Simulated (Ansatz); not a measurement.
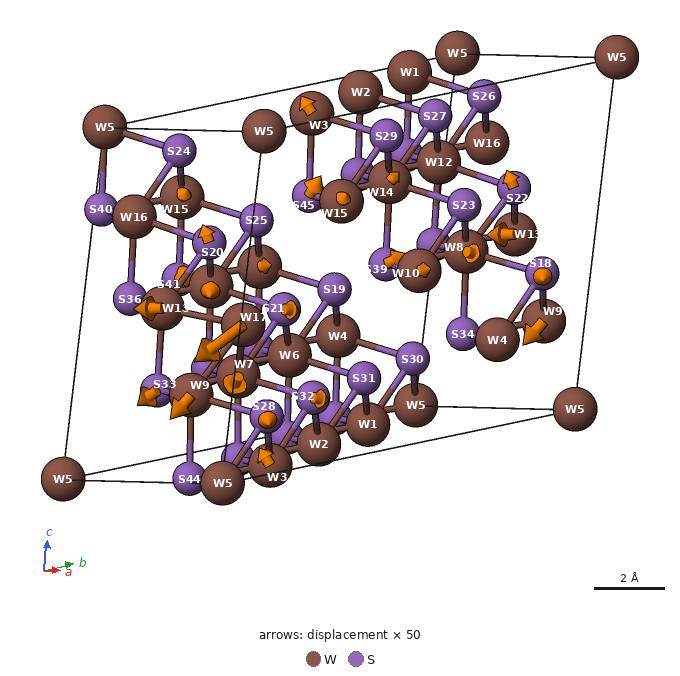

A relaxation of a defect cell of composition W17S31 (cell charge +1). The starting structure is drawn; orange arrows show the displacements, 50 times their true length.

The picture is a ball-and-stick view of the cell of the calculation, seen from a free direction.

Case: W on a S site (a), charge +1, atoms relaxed at the host's cell.

All numbers below come from DFT PBE, scalar-relativistic, plane waves, PAW in Ansatz. Set-up: plane-wave cutoff 420 eV; k-point mesh 2 × 2 × 2; occupations gaussian; smearing width 0.01 eV; mesh shifted by (0.5, 0.5, 0.5); collinear spin; atoms relaxed in a fixed cell; force threshold 0.025 eV/Å; at most 45 steps.

Which element moves most?

Answer. Tungsten: up to 0.040 Å, against 0.016 Å for sulfur.

What happened in the run?

Answer. After 1 accepted move (2 points after the start) the energy has fallen by 22.4 meV per cell of the calculation. Largest force component: 0.3 eV/Å at the start, 0.015 eV/Å at the end. The line search rejected the trial step at point 1 of the run. The largest move is that of a W atom, 0.040 Å along [−1 −1 −1]. Largest moves by element: W 0.040 Å, S 0.016 Å. The cell doesn't change. Some distances before and after: W–W 3.110 → 3.127 Å, S–W 2.432 → 2.445 Å, W–W 3.166 → 3.177 Å, W–W 3.210 → 3.200 Å. Cost: 6.9 min on 4 threads of Arm Neoverse V1 (shared host), peak memory 4.8 GiB.

Limits of the set-up: the cell is charged, on a uniform background, and energies carry no finite-size correction.
